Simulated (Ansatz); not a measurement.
The coordinates of a crystal:

```cif
data_structure
_symmetry_space_group_name_H-M 'F m -3 m'
_symmetry_Int_Tables_number 225
_cell_length_a 3.7682
_cell_length_b 3.7682
_cell_length_c 3.7682
_cell_angle_alpha 90.000
_cell_angle_beta 90.000
_cell_angle_gamma 90.000
_cell_volume 53.51
loop_
_atom_site_label
_atom_site_type_symbol
_atom_site_symmetry_multiplicity
_atom_site_Wyckoff_symbol
_atom_site_fract_x
_atom_site_fract_y
_atom_site_fract_z
_atom_site_occupancy
Ru1 Ru 4 a 0.50000 0.00000 0.50000 1
```

### Say what kind of structure these coordinates give.

The element is ruthenium. Within 0.01 Å the space group is Fm-3m (No. 225), face-centred cubic: face-centred cubic (Cu type). The cell holds three atoms. Each Ru has twelve Ru in a cuboctahedral arrangement at 2.66 Å. The bonds build a three-dimensional framework.

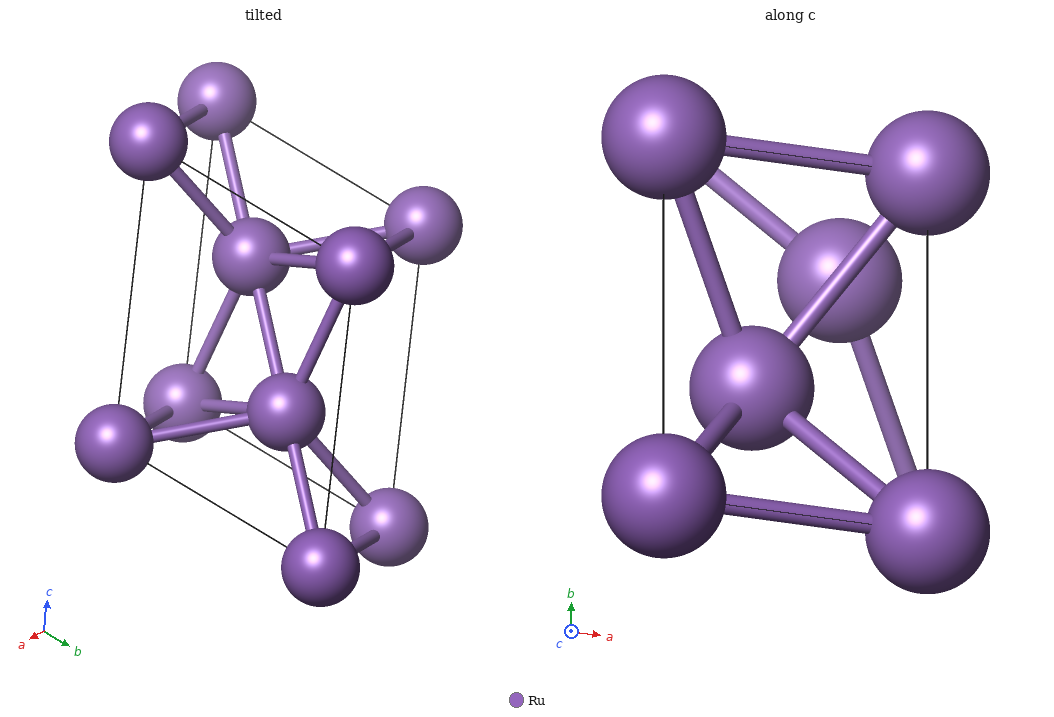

Structure drawing (ball-and-stick), viewed slightly off an axis and along the c axis. Thin lines show the unit cell, with boundary atoms drawn in all their periodic places.

Its origin is a structure listed in the Materials Project, with elements exchanged, so it need not be a known form of the compound. Relaxation method: Ansatz 0.2.0, DFT PBEsol, scalar-relativistic, plane waves, PAW.
